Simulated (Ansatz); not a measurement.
```cif
data_structure
_symmetry_space_group_name_H-M 'P 1'
_symmetry_Int_Tables_number 1
_cell_length_a 5.3731
_cell_length_b 5.3835
_cell_length_c 6.6060
_cell_angle_alpha 89.434
_cell_angle_beta 89.274
_cell_angle_gamma 60.287
_cell_volume 165.95
loop_
_atom_site_label
_atom_site_type_symbol
_atom_site_fract_x
_atom_site_fract_y
_atom_site_fract_z
_atom_site_occupancy
C1 C 0.98339 0.52202 0.02371 1
C2 C 0.00848 0.99959 0.00617 1
C3 C 0.82338 0.83621 0.66850 1
C4 C 0.66254 0.67565 0.34950 1
C5 C 0.66876 0.15895 0.33339 1
C6 C 0.51828 0.97245 0.00874 1
C7 C 0.32557 0.84804 0.65792 1
C8 C 0.32517 0.32302 0.62700 1
C9 C 0.16078 0.67402 0.34281 1
C10 C 0.17081 0.16056 0.32196 1
C11 C 0.87637 0.31756 0.93991 1
C12 C 0.83058 0.83337 0.92251 1
C13 C 0.64782 0.69874 0.58476 1
C14 C 0.65241 0.14919 0.57038 1
C15 C 0.49770 0.50660 0.28564 1
C16 C 0.50244 0.99355 0.24569 1
C17 C 0.31783 0.86097 0.90379 1
C18 C 0.15526 0.67290 0.57742 1
C19 C 0.18181 0.15498 0.55236 1
C20 C 0.99553 0.50881 0.25911 1
C21 C 0.00456 0.99615 0.24820 1
Si1 Si 0.83006 0.33262 0.66724 1
Si2 Si 0.51800 0.51887 0.01486 1
Si3 Si 0.31836 0.31508 0.89944 1
```

Space group P1; a generated structure, not necessarily the stable one.

The calculation used Ansatz, DFT PBE, scalar-relativistic, plane waves, PAW.

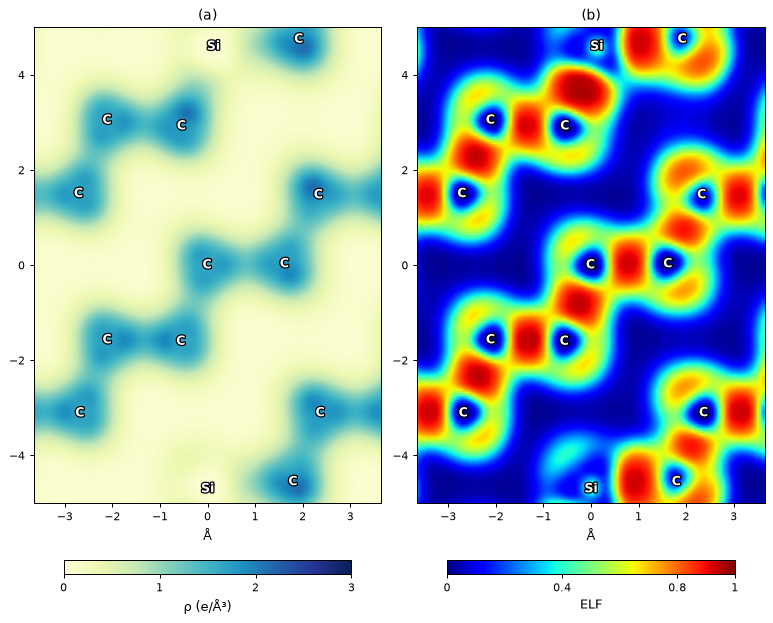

SiC7. (a) valence charge density (pseudo); (b) electron localisation function on the (11̄0) plane of the conventional cell.

Core electrons are frozen (PAW), and the valence fields are smoothed inside the atomic spheres.

Read the bonding off the picture.

Answer. Atoms in the plane: C and Si.
C–C (1.55 Å): the density is about 1.6 e/Å³ at the midpoint; the ELF peaks at about 0.95 between the atoms: localised, covalent bonding.
C–C (1.58 Å): ρ at the midpoint is about 1.4 e/Å³; the ELF peaks at about 0.90 between the atoms; a shared electron pair.
C–C (1.63 Å): the density is about 1.3 e/Å³ at the midpoint; the ELF peaks at about 0.90 between the atoms; localised, covalent bonding.
C–C (1.66 Å): the density is about 1.3 e/Å³ at the midpoint; the ELF peaks at about 0.95 between the atoms, as expected for a covalent bond.
C–C (1.70 Å): ρ at the midpoint is about 1.2 e/Å³; the ELF peaks at about 0.95 between the atoms, as expected for a covalent bond.
Between the atoms the lowest density in this plane is 0.07 e/Å³.

Metal or insulator at this level of theory?

Answer. It is gapped, with a Kohn–Sham gap of 1.4 eV on the k-point mesh, an upper bound to the gap of this method.
